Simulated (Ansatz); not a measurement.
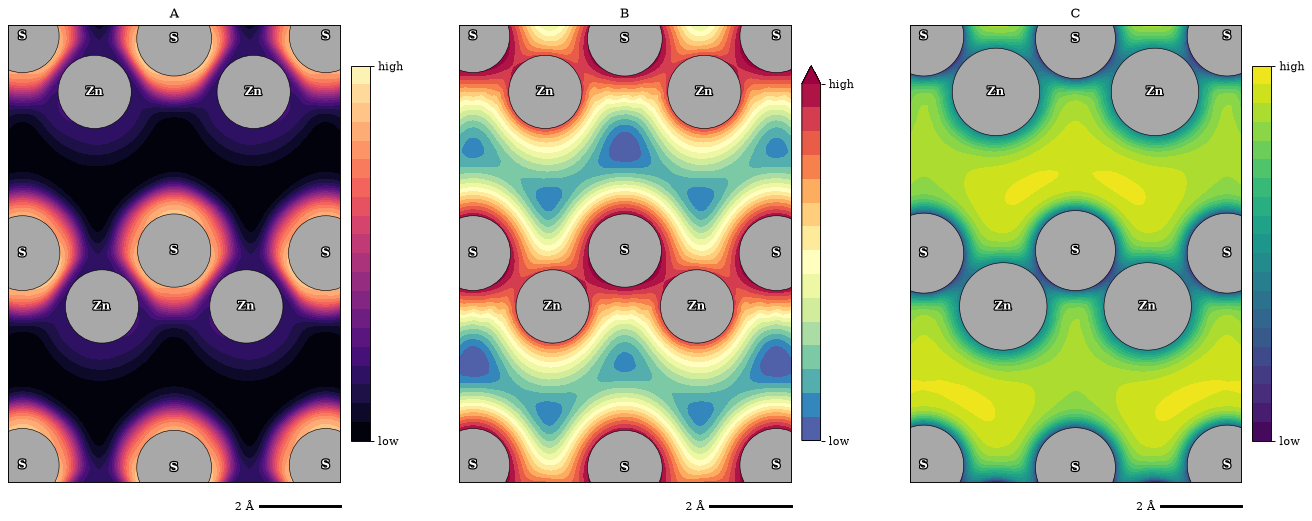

Zn₇S₈ (cell charge −2, with a compensating background) (cell with a defect): 3 fields on the (011̄) plane of the calculation cell, with unlabelled colour scales. Grey discs cover the atomic cores.

Level of theory: Ansatz 0.2.0, DFT PBEsol, scalar-relativistic, plane waves, PAW.

### Which field does each panel show? The fields are: electron localisation function, electrostatic potential energy of an electron and valence pseudo-density.

Panel A: electron localisation function. Panel B: valence pseudo-density. Panel C: electrostatic potential energy of an electron (low next to the atoms, rising into the space between them). From the grid: Zn–S (2.29 Å): the density is about 0.57 e/Å³ at the midpoint; the ELF peaks at about 0.85 in the valence shell of S, 0.8 Å from its nucleus, and is about 0.60 at the midpoint. Zn–S (2.39 Å): ρ is about 0.47 e/Å³ halfway; the ELF peaks at about 0.90 in the valence shell of S, 0.8 Å from its nucleus, and is about 0.55 at the midpoint.
